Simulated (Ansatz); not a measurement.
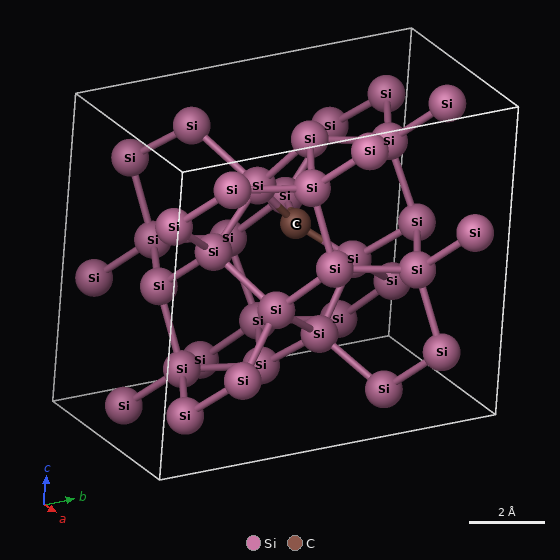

Structure drawing (ball-and-stick), viewed slightly off an axis. The frame is the supercell; atoms at its boundary are shown with their periodic copies. The host is Si, in a cell of 36 sites, and the cell is neutral.

Describe the defect.

Answer. An interstitial carbon atom. It is bonded to three Si at about 1.8 Å.

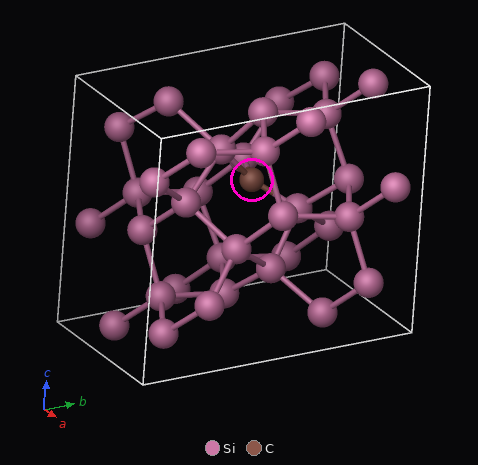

The same cell with a ring at the defect's site.

The atoms were relaxed in the host's cell with DFT PBE, scalar-relativistic, plane waves, PAW in Ansatz 0.2.0.
